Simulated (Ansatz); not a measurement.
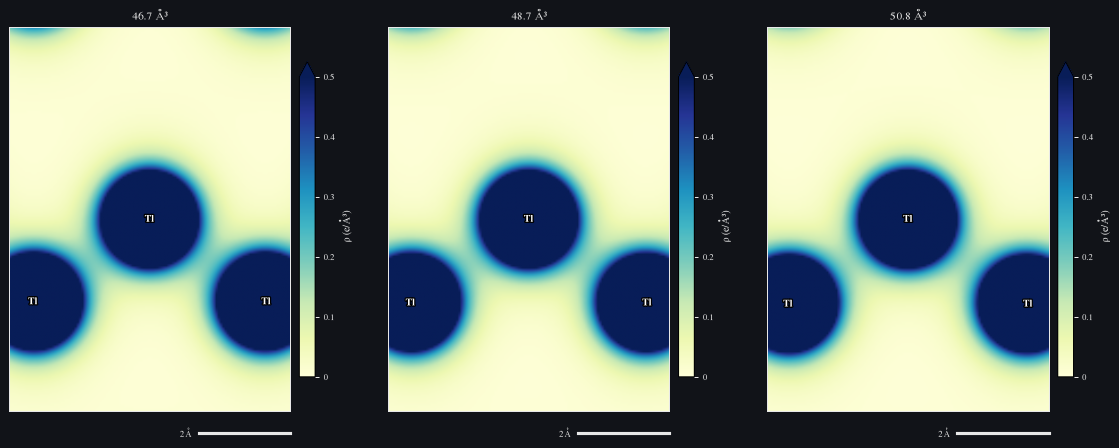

Tl. The valence pseudo-density of cells scaled evenly to different volumes (given per atom above each panel), on the (011̄) plane of each (indices in the axes of the cell below), at one length scale and on one colour scale.

A generated structure, not necessarily the stable one.

All numbers below come from DFT, BLYP, plane waves (420 eV) with PAW, scalar-relativistic in Ansatz.

The largest cell:

```xyz
2
Lattice="0.0000 3.8452 3.8452 3.8452 0.0000 3.8452 3.8452 3.8452 0.0000" Properties=species:S:1:pos:R:3 pbc="T T T"
Tl    0.9613    0.9613    0.9613
Tl    6.7291    6.7291    6.7291
```

| volume (Å³/atom) | Tl–Tl contact in the plane (Å) | ρ at its midpoint (e/Å³) | 
| --- | --- | --- |
| 46.70 | 3.119 | 0.192 | 
| 48.73 | 3.163 | 0.178 | 
| 50.76 | 3.207 | 0.166 | 
| 54.82 | 3.290 | ? | 
| 56.85 | 3.330 | 0.135 | 

Q: Estimate the missing row, and compare with the calculation.

A: Over the known rows ln ρ falls by 1.67 per Å of Tl–Tl distance (a least-squares line), which gives 0.144 e/Å³ at 3.290 Å; the calculation gives 0.145 e/Å³.
